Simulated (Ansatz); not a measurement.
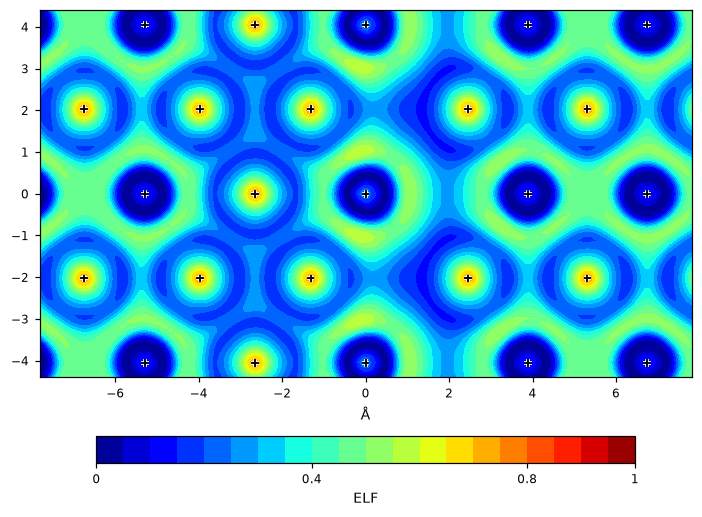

The electron localisation function on a plane through atoms (crosses mark nuclei in the plane).

Computed with DFT PBEsol, scalar-relativistic, plane waves, PAW (Ansatz 0.2.0).

Candidates:
A. Al2Ni3, a = 2.87 Å, b = 2.87 Å, c = 14.93 Å, α = 90.00°, β = 90.00°, γ = 90.00°. Space group P4mm; a structure from a database of computed crystals, not necessarily the ambient phase; not relaxed (largest force 1.2 eV/Å); computed pressure about −4 GPa in this cell; the program warned that a starting moment wasn't kept; spin-polarised, but the moments vanished.
B. GeSb2Te4, a = 4.24 Å, b = 4.24 Å, c = 38.84 Å, α = 90.00°, β = 90.00°, γ = 120.00°. Space group R-3m; a structure from a database of computed crystals, not necessarily the ambient phase.

Which candidate gave the map?

Answer. Candidate A: Al2Ni3 on the (110) plane of the conventional cell, which holds Al and Ni. Al–Ni (2.42 Å): the ELF is about 0.40 at the midpoint. Ni–Ni (2.42 Å): the ELF is about 0.25 at the midpoint (no shared electron pair shows on this line).
